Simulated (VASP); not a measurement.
## Geometry relaxation, with input and output: WC (part 1 of 2)

- system: WC (Fd-3m, 4 atoms in the cell)
- method: Kohn-Sham DFT of a periodic cell, LDA, VASP PAW LDA potentials, recommended, no spin polarisation (VASP 6.6.1)

The structure was built on a prototype by a generator; it need not be a known phase. It belongs to a series of runs on one base structure; here: pressure_gpa = 2.

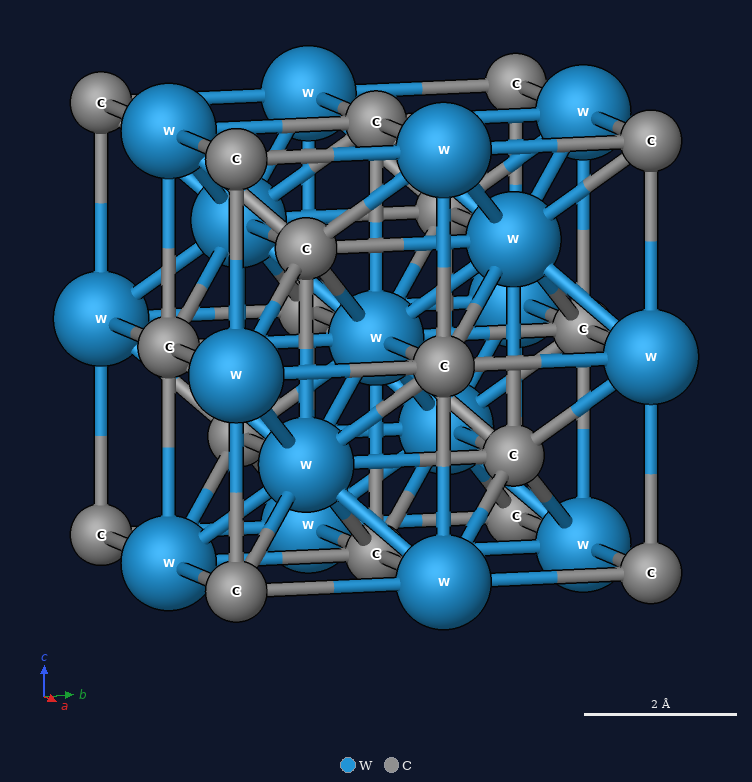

**Figure 1.** The structure as given in the input (ball-and-stick view of the cell 4 times as large as that of the calculation, set on its symmetry axes, seen slightly off an axis).

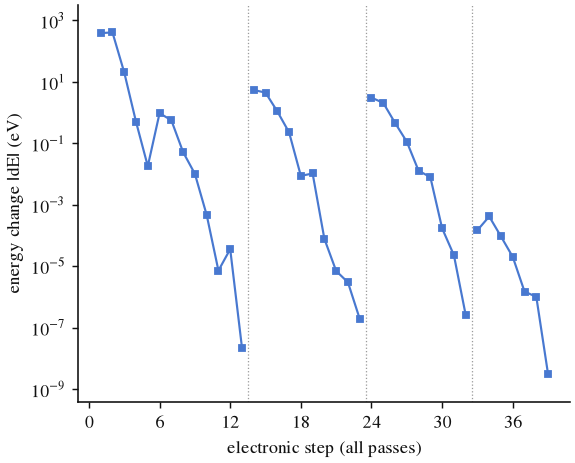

**Figure 2.** Convergence of the self-consistent field: energy change |dE| against the electronic step. Each stretch between dotted lines is the SCF of one geometry step of a relaxation. The 4 ionic steps take 7 to 13 electronic steps each. The density is held fixed in the first few steps, and dE rises again when its update begins.

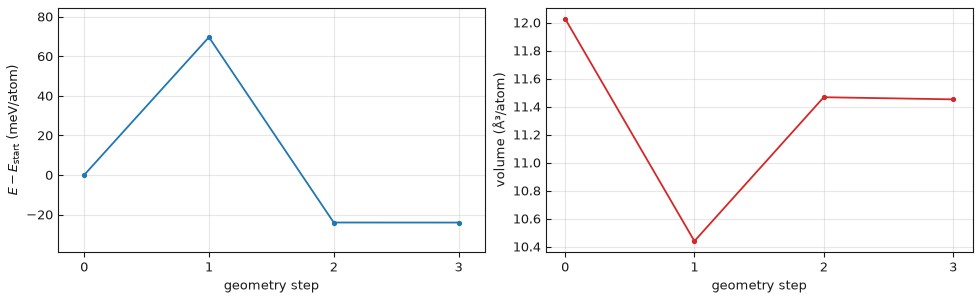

**Figure 3.** Progress of the relaxation, step by step (steps are counted from 0).

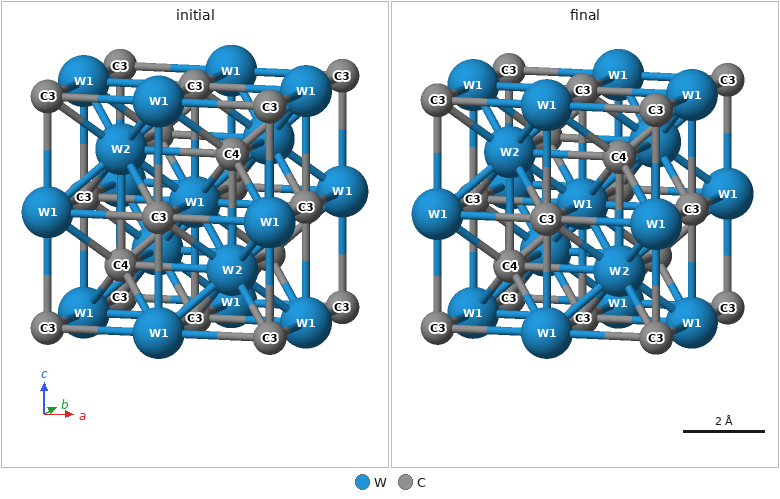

**Figure 4.** Before (left) and after (right) the relaxation, at one scale (ball-and-stick view of the cell 4 times as large as that of the calculation, set on its symmetry axes, seen slightly off an axis). The energy falls by 24.0 meV per atom in 3 geometry steps. All forces vanish by symmetry, so only the cell relaxes. No atom moves by more than 0.005 Å relative to the cell. The drawn cell changes as follows: a = b = c 5.774 → 5.680 Å (−1.6 %); the volume changes by −4.8 %. Among the contacts that change: W1–C3 2.887 → 2.840 Å, W1–W2 2.500 → 2.459 Å, W1–C4 2.500 → 2.459 Å. The space group stays Fd-3m (No. 227). (Atoms are counted from 1 in the order of the input.)

The input that produced these results follows, with the program's output.

## INCAR
```
SYSTEM = WC
ALGO = Normal
EDIFF = 1E-6
EDIFFG = -0.02
ENCUT = 600
IBRION = 2
ISIF = 3
ISMEAR = -1
LASPH = .TRUE.
LCHARG = .FALSE.
LREAL = .FALSE.
LWAVE = .FALSE.
NELM = 80
NSW = 60
PREC = Accurate
PSTRESS = 20
SIGMA = 0.05
```

## KPOINTS
```
k-points
0
G
  6 6 6
  0 0 0
```

## POSCAR
```
WC
1.0
    0.0000000000      2.8868000000      2.8868000000
    2.8868000000      0.0000000000      2.8868000000
    2.8868000000      2.8868000000      0.0000000000
W C
2 2
Direct
    0.5000000000      0.5000000000      0.5000000000
    0.7500000000      0.7500000000      0.7500000000
    0.0000000000      0.0000000000      0.0000000000
    0.2500000000      0.2500000000      0.2500000000
```

Command:
```bash
cat potpaw_LDA.64/W_sv/POTCAR potpaw_LDA.64/C/POTCAR > POTCAR
mpirun -np 1 vasp_std > vasp.out
```

## OSZICAR
```
N       E                     dE             d eps       ncg     rms          rms(c)
DAV:   1     0.385151123217E+03    0.38515E+03   -0.23655E+04   704   0.203E+03
DAV:   2    -0.200877675165E+02   -0.40524E+03   -0.39877E+03   766   0.542E+02
DAV:   3    -0.402081363166E+02   -0.20120E+02   -0.19784E+02   942   0.104E+02
DAV:   4    -0.407071833112E+02   -0.49905E+00   -0.49010E+00   800   0.154E+01
DAV:   5    -0.407251232767E+02   -0.17940E-01   -0.17740E-01   936   0.240E+00    0.290E+01
DAV:   6    -0.397693350728E+02    0.95579E+00   -0.14126E+01   994   0.208E+01    0.122E+01
DAV:   7    -0.392084289041E+02    0.56091E+00   -0.31467E+00   956   0.817E+00    0.829E+00
DAV:   8    -0.391568556270E+02    0.51573E-01   -0.25542E-01   752   0.368E+00    0.640E-01
DAV:   9    -0.391467358161E+02    0.10120E-01   -0.46085E-02   926   0.100E+00    0.220E-01
DAV:  10    -0.391462689315E+02    0.46688E-03   -0.32322E-03   782   0.510E-01    0.304E-02
DAV:  11    -0.391462761198E+02   -0.71883E-05   -0.53256E-04  1000   0.137E-01    0.398E-02
DAV:  12    -0.391462401993E+02    0.35920E-04   -0.20570E-04   926   0.575E-02    0.369E-03
DAV:  13    -0.391462402215E+02   -0.22189E-07   -0.76265E-06   772   0.156E-02
   1 F= -.38545621E+02 E0= -.38542178E+02  d E =-.385456E+02
       N       E                     dE             d eps       ncg     rms          rms(c)
DAV:   1    -0.445621524112E+02   -0.54159E+01   -0.14066E+02   726   0.133E+02    0.334E+01
DAV:   2    -0.401117703047E+02    0.44504E+01   -0.20598E+01   876   0.400E+01    0.845E+00
DAV:   3    -0.390167664561E+02    0.10950E+01   -0.29642E+00   804   0.979E+00    0.290E+00
DAV:   4    -0.387900650530E+02    0.22670E+00   -0.67514E-01   770   0.811E+00    0.415E+00
DAV:   5    -0.387987615077E+02   -0.86965E-02   -0.90444E-02   952   0.235E+00    0.610E-01
DAV:   6    -0.387883619825E+02    0.10400E-01   -0.35569E-02   922   0.110E+00    0.230E-01
DAV:   7    -0.387882846267E+02    0.77356E-04   -0.19544E-03   824   0.342E-01    0.120E-01
DAV:   8    -0.387882916011E+02   -0.69744E-05   -0.22963E-04  1006   0.834E-02    0.342E-02
DAV:   9    -0.387882886193E+02    0.29818E-05   -0.15466E-05   710   0.204E-02    0.634E-03
DAV:  10    -0.387882884260E+02    0.19328E-06   -0.11384E-06   486   0.887E-03
   2 F= -.38266995E+02 E0= -.38262963E+02  d E =0.278625E+00
       N       E                     dE             d eps       ncg     rms          rms(c)
DAV:   1    -0.418472861629E+02   -0.30590E+01   -0.68234E+01   770   0.999E+01    0.193E+01
DAV:   2    -0.397832695794E+02    0.20640E+01   -0.11244E+01   910   0.266E+01    0.581E+00
DAV:   3    -0.393216891703E+02    0.46158E+00   -0.20979E+00   912   0.711E+00    0.238E+00
DAV:   4    -0.392095115549E+02    0.11218E+00   -0.46375E-01   772   0.640E+00    0.223E+00
DAV:   5    -0.392222826487E+02   -0.12771E-01   -0.61844E-02   946   0.164E+00    0.111E+00
DAV:   6    -0.392143708305E+02    0.79118E-02   -0.23527E-02   878   0.101E+00    0.219E-01
DAV:   7    -0.392142000675E+02    0.17076E-03   -0.24626E-03  1086   0.286E-01    0.290E-02
DAV:   8    -0.392141772615E+02    0.22806E-04   -0.83238E-05   846   0.456E-02    0.166E-02
DAV:   9    -0.392141775215E+02   -0.26000E-06   -0.44876E-06   726   0.140E-02
   3 F= -.38641581E+02 E0= -.38638253E+02  d E =-.959602E-01
       N       E                     dE             d eps       ncg     rms          rms(c)
DAV:   1    -0.392140287682E+02    0.14849E-03   -0.13353E-02   732   0.134E+00    0.285E-01
DAV:   2    -0.392136140184E+02    0.41475E-03   -0.19635E-03   894   0.369E-01    0.764E-02
DAV:   3    -0.392135213924E+02    0.92626E-04   -0.31091E-04   886   0.936E-02    0.272E-02
DAV:   4    -0.392135013528E+02    0.20040E-04   -0.74254E-05   764   0.810E-02    0.357E-02
DAV:   5    -0.392135028423E+02   -0.14895E-05   -0.70670E-06   774   0.199E-02    0.984E-03
DAV:   6    -0.392135018347E+02    0.10076E-05   -0.29911E-06   604   0.129E-02    0.226E-03
DAV:   7    -0.392135018317E+02    0.30350E-08   -0.35868E-07   376   0.583E-03
   4 F= -.38641669E+02 E0= -.38638340E+02  d E =-.960483E-01
```

## Parts of OUTCAR
```
SYSTEM = WC
   EDIFF = 1E-6
   EDIFFG = -0.02
   ENCUT = 600
   IBRION = 2
   ISIF = 3
   ISMEAR = -1
   LASPH = .TRUE.
   LREAL = .FALSE.
   NELM = 80
   NSW = 60
   PREC = Accurate
   PSTRESS = 20

 ion  position               nearest neighbor table
   1  0.500  0.500  0.500-   4 2.50   4 2.50   4 2.50   2 2.50   2 2.50   2 2.50   4 2.50   2 2.50

   2  0.750  0.750  0.750-   1 2.50   1 2.50   1 2.50   3 2.50   3 2.50   3 2.50   3 2.50   1 2.50

   3  0.000  0.000  0.000-   2 2.50   2 2.50   2 2.50   2 2.50
   4  0.250  0.250  0.250-   1 2.50   1 2.50   1 2.50   1 2.50

  LATTYP: Found a face centered cubic cell.
 ALAT       =     5.7736000000

  Lattice vectors:

 A1 = (   0.0000000000,   2.8868000000,   2.8868000000)
 A2 = (   2.8868000000,   0.0000000000,   2.8868000000)
 A3 = (   2.8868000000,   2.8868000000,   0.0000000000)

Analysis of symmetry for initial positions (statically):
=====================================================================
 Subroutine PRICEL returns:
 Original cell was already a primitive cell.

 Routine SETGRP: Setting up the symmetry group for a
 face centered cubic supercell.

 Subroutine GETGRP returns: Found 48 space group operations
 (whereof 24 operations were pure point group operations)
 out of a pool of 48 trial point group operations.

The static configuration has the point symmetry T_d .
 The point group associated with its full space group is O_h .

Analysis of symmetry for dynamics (positions and initial velocities):
=====================================================================
 Subroutine PRICEL returns:
 Original cell was already a primitive cell.

 Routine SETGRP: Setting up the symmetry group for a
 face centered cubic supercell.

 Subroutine GETGRP returns: Found 48 space group operations
 (whereof 24 operations were pure point group operations)
 out of a pool of 48 trial point group operations.

The dynamic configuration has the point symmetry T_d .
 The point group associated with its full space group is O_h .

 Subroutine INISYM returns: Found 48 space group operations
 (whereof 24 operations are pure point group operations),
 and found     1 'primitive' translations

----------------------------------------------------------------------------------------

                                     Primitive cell

  volume of cell :      48.1150

  direct lattice vectors                    reciprocal lattice vectors
     0.000000000  2.886800000  2.886800000    -0.173202162  0.173202162  0.173202162
     2.886800000  0.000000000  2.886800000     0.173202162 -0.173202162  0.173202162
     2.886800000  2.886800000  0.000000000     0.173202162  0.173202162 -0.173202162

  length of vectors
     4.082551712  4.082551712  4.082551712     0.299994944  0.299994944  0.299994944

  position of ions in fractional coordinates (direct lattice)
     0.500000000  0.500000000  0.500000000
     0.750000000  0.750000000  0.750000000
     0.000000000  0.000000000  0.000000000
     0.250000000  0.250000000  0.250000000

  ion indices of the primitive-cell ions
   primitive index   ion index
                 1           1
                 2           2
                 3           3
                 4           4

----------------------------------------------------------------------------------------

 KPOINTS: k-points

Automatic generation of k-mesh.
 Grid dimensions read from file:
 generate k-points for:    6    6    6

 Generating k-lattice:

  Cartesian coordinates                     Fractional coordinates (reciprocal lattice)
    -0.028867027  0.028867027  0.028867027     0.166666667  0.000000000  0.000000000
     0.028867027 -0.028867027  0.028867027     0.000000000  0.166666667  0.000000000
     0.028867027  0.028867027 -0.028867027     0.000000000  0.000000000  0.166666667

  Length of vectors
     0.049999157  0.049999157  0.049999157

  Shift w.r.t. Gamma in fractional coordinates (k-lattice)
     0.000000000  0.000000000  0.000000000

 Subroutine IBZKPT returns following result:
 ===========================================

 Found     16 irreducible k-points:

 Following reciprocal coordinates:
            Coordinates               Weight
  0.000000  0.000000  0.000000      1.000000
  0.166667  0.000000  0.000000      8.000000
  0.333333  0.000000  0.000000      8.000000
  0.500000  0.000000  0.000000      4.000000
  0.166667  0.166667  0.000000      6.000000
  0.333333  0.166667  0.000000     24.000000
  0.500000  0.166667  0.000000     24.000000
 -0.333333  0.166667  0.000000     24.000000
 -0.166667  0.166667  0.000000     12.000000
  0.333333  0.333333  0.000000      6.000000
  0.500000  0.333333  0.000000     24.000000
 -0.333333  0.333333  0.000000     12.000000
  0.500000  0.500000  0.000000      3.000000
  0.500000  0.333333  0.166667     24.000000
 -0.333333  0.333333  0.166667     24.000000
 -0.333333  0.500000  0.166667     12.000000
   k-points           NKPTS =     16   k-points in BZ     NKDIM =     16   number of bands    NBANDS=     22
   number of dos      NEDOS =    301   number of ions     NIONS =      4
   total plane-waves  NPLWV =  46656
   dimension x,y,z NGX =    36 NGY =   36 NGZ =   36
   dimension x,y,z NGXF=    72 NGYF=   72 NGZF=   72
   ions per type =               2   2
   NGX,Y,Z   is equivalent  to a cutoff of  14.66, 14.66, 14.66 a.u.
   NGXF,Y,Z  is equivalent  to a cutoff of  29.32, 29.32, 29.32 a.u.
 SYSTEM =  WC
   PREC   = accura    normal or accurate (medium, high low for compatibility)
   ISTART =      0    job   : 0-new  1-cont  2-samecut
   ICHARG =      2    charge: 1-file 2-atom 10-const
   ISPIN  =      1    spin polarized calculation?
   LNONCOLLINEAR =      F non collinear calculations
   LSORBIT =      F    spin-orbit coupling
   LASPH  =      T    aspherical Exc in radial PAW
   ENCUT  =  600.0 eV  44.10 Ry    6.64 a.u.   8.15  8.15  8.15*2*pi/ulx,y,z
   NELM   =     80;   NELMIN=  2; NELMDL= -5     # of ELM steps
   EDIFF  = 0.1E-05   stopping-criterion for ELM
   LREAL  =      F    real-space projection
   EDIFFG = -.2E-01   stopping-criterion for IOM
   NSW    =     60    number of steps for IOM
   IBRION =      2    ionic relax: 0-MD 1-quasi-New 2-CG
   NFREE  =      1    steps in history (QN), initial steepest desc. (CG)
   ISIF   =      3    stress and relaxation
   ISYM   =      2    0-nonsym 1-usesym 2-fastsym
   POTIM  = 0.5000    time-step for ionic-motion
   TEBEG  =    0.0;   TEEND  =   0.0 temperature during run
   PSTRESS=   20.0 pullay stress
   NELECT =      36.0000    total number of electrons
   NUPDOWN=      -1.0000    fix difference up-down
   EMIN   =  10.00;   EMAX   =-10.00  energy-range for DOS
   EFERMI =   0.00;   METHOD = LEGACY
   ISMEAR =    -1;   SIGMA  =   0.05  broadening in eV -4-tet -1-fermi 0-gaus
   EFERMI_NEDOS =   21; number of points for ismear=-14 and -15
   IALGO  =     38    algorithm
   IMIX   =      4    mixing-type and parameters
     AMIX     =   0.40;   BMIX     =  1.00
     AMIX_MAG =   1.60;   BMIX_MAG =  1.00
  volume/ion in A,a.u.               =      12.03        81.17
  Fermi-wavevector in a.u.,A,eV,Ry     =   1.486217  2.808543 30.053117  2.208842
  Thomas-Fermi vector in A             =   2.599531
   LORBIT       =      0    0 simple, 1 ext, 2 COOP (PROOUT), +10 PAW based schemes
   GGA     = CA    functional components
   LHFCALC =     F    Hartree Fock is set to
   AEXX    =    0.0000 exact exchange contribution
   IVDW    =     0    specifies the selected vdW correction
   LEPSILON=     F    determine dielectric tensor
   LRPA    =     F    only Hartree local field effects (RPA)
 conjugate gradient relaxation of ions
 non-spin polarized calculation
  energy-cutoff  :      600.00
  volume of cell :       48.11
 maximum number of plane-waves:      1639
 NGX is ok and might be reduce to    36
   NGX = 17   NGY = 17   NGZ = 17

--------------------------------------- Ionic step        1  -------------------------------------------

 number of electron      36.0000000 magnetization

 Free energy of the ion-electron system (eV)
  ---------------------------------------------------
  ext. energy  EPLUGINS =         0.00000000
  ---------------------------------------------------
  free energy    TOTEN  =       -39.14624022 eV

  energy without entropy =      -39.13935526  energy(sigma->0) =      -39.14279774

 E-fermi :   9.4489     XC(G=0): -13.2237     alpha+bet :-16.2410

 val. band max:        9.2796404146   @ k =   0.5000   0.1667   0.0000
 cond. band min:       9.5551812879   @ k =  -0.3333   0.3333   0.0000
 fundamental gap:      0.2755408733
 Fermi energy:         9.4488559655

 k-point     1 :       0.0000    0.0000    0.0000
  band No.  band energies     occupation
      1     -64.1484      2.00000
      2     -63.7868      2.00000
      3     -29.0440      2.00000
      4     -29.0440      2.00000
      5     -29.0440      2.00000
      6     -28.0512      2.00000
      7     -28.0512      2.00000
      8     -28.0512      2.00000
      9      -4.3034      2.00000
     10       2.8542      2.00000
     11       4.7716      2.00000
     12       4.7716      2.00000
     13       4.7716      2.00000
     14       6.0080      2.00000
     15       6.0080      2.00000
     16       6.5324      2.00000
     17       6.5324      2.00000
     18       6.5324      2.00000
     19      10.5958      0.00000
     20      10.8511      0.00000
     21      10.8511      0.00000
     22      10.8511      0.00000

 k-point     2 :       0.1667    0.0000    0.0000
  band No.  band energies     occupation
      1     -64.1308      2.00000
      2     -63.8049      2.00000
      3     -29.0750      2.00000
      4     -29.0750      2.00000
      5     -29.0434      2.00000
      6     -28.0576      2.00000
      7     -28.0179      2.00000
      8     -28.0179      2.00000
      9      -3.9348      2.00000
     10       1.8910      2.00000
     11       4.2249      2.00000
     12       4.2249      2.00000
     13       5.1250      2.00000
     14       6.3488      2.00000
     15       6.4709      2.00000
     16       6.4709      2.00000
     17       7.0243      2.00000
     18       7.0243      2.00000
     19      10.5858      0.00000
     20      10.9651      0.00000
     21      10.9651      0.00000
     22      12.2832      0.00000

 k-point     3 :       0.3333    0.0000    0.0000
  band No.  band energies     occupation
      1     -64.0879      2.00000
      2     -63.8488      2.00000
      3     -29.1318      2.00000
      4     -29.1317      2.00000
      5     -29.0456      2.00000
      6     -28.0662      2.00000
      7     -27.9565      2.00000
      8     -27.9565      2.00000
      9      -2.9982      2.00000
     10       0.4056      2.00000
     11       3.7811      2.00000
     12       3.7811      2.00000
     13       4.4764      2.00000
     14       6.2643      2.00000
     15       6.2643      2.00000
     16       7.9127      2.00000
     17       8.6738      2.00000
     18       8.6738      2.00000
     19      10.0120      0.00003
     20      11.3009      0.00000
     21      11.3009      0.00000
     22      12.1736      0.00000
```
